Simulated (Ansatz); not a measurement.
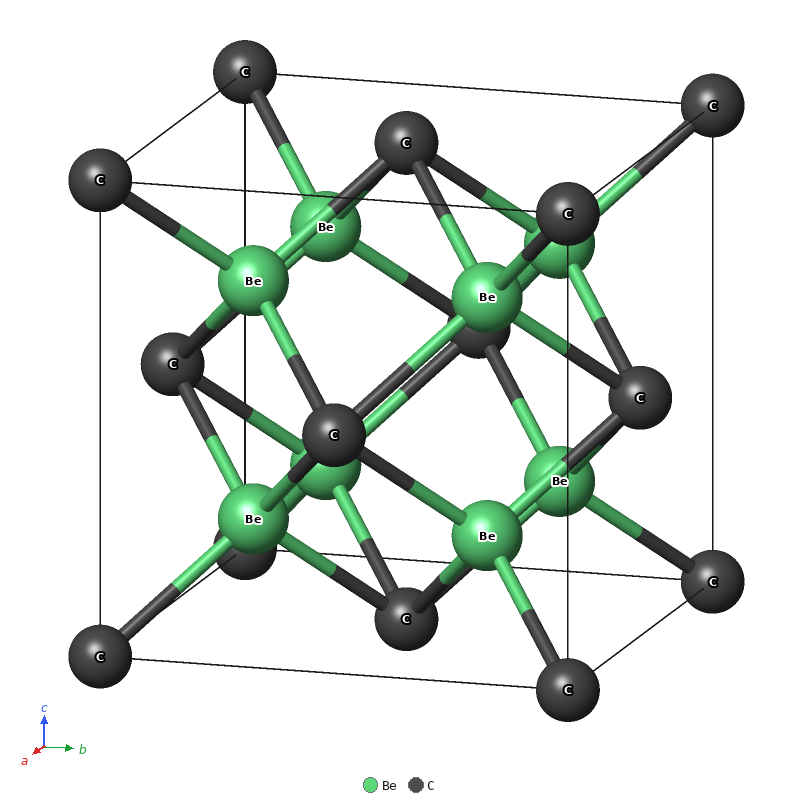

Structure drawing (ball-and-stick), viewed slightly off an axis. Lines trace the edges of the conventional unit cell. Cell: a = 4.321 Å, b = 4.321 Å, c = 4.321 Å, α = 90.00°, β = 90.00°, γ = 90.00°.

What does the picture show?

It has the composition Be$_{2}$C. The atoms follow space group Fm-3m (No. 225); the Bravais lattice is face-centred cubic. The arrangement is known as antifluorite. Cell content 8 Be, 4 C; Z = 4. Each Be atom has four C in a tetrahedral arrangement at about 1.9 Å around it. Around each C lie eight Be in a cubic arrangement at about 1.9 Å. The bonds build a three-dimensional framework.

The structure was taken from a structure listed in the Materials Project. Earlier steps of the study may have refined or changed the cell and positions. A calculation with Ansatz used it as input.
